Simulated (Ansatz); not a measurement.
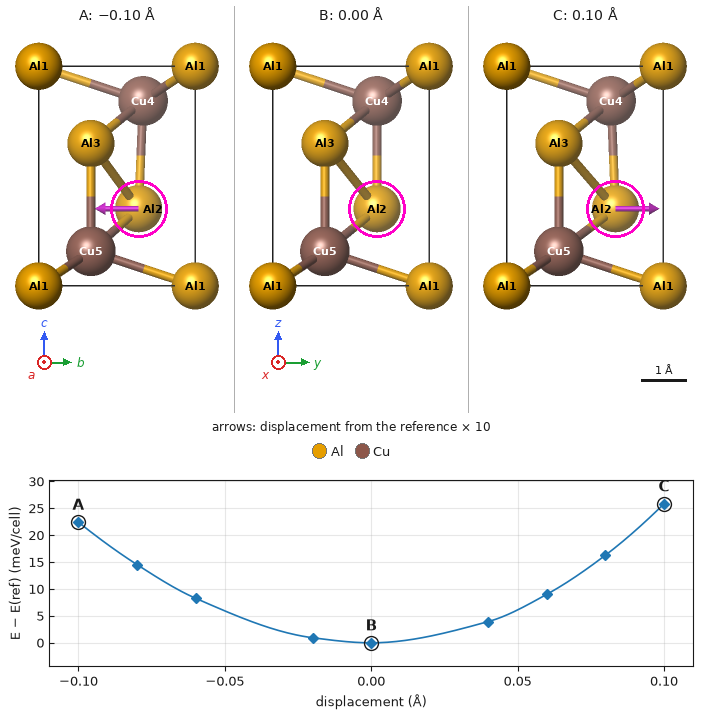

Energy scan for a crystal of Al$_{3}$Cu$_{2}$ (P-3m1), in which Al2 (one in each cell of 5 atoms) is moved along Cartesian [0 1 0], all else fixed. The lettered frames are marked on the plot. The picture is a ball-and-stick view of the cell of the calculation, seen along the a axis. The ringed atoms are those of the scanned coordinate. Purple arrows: displacements from the reference.

The calculation used DFT PBEsol, scalar-relativistic, plane waves, PAW (Ansatz). Settings: plane-wave cutoff 420 eV; k-point mesh 12 × 12 × 10; occupations gaussian; smearing width 0.15 eV; no spin polarisation. Energies (free energies at the smearing named) are counted from the relaxed crystal.

What does the scan show?

Answer. The lowest computed point lies at the displacement 0.00 Å (0.0 meV/cell). The end points stand at 22.4 meV/cell (−0.10 Å) and 25.8 meV/cell (0.10 Å). The curvature at zero is about 4.8 eV/Å². The well is lopsided: at ±0.10 Å the energy is 1.2 times higher on the positive side. The distortion takes the space group from P-3m1 to Cm.
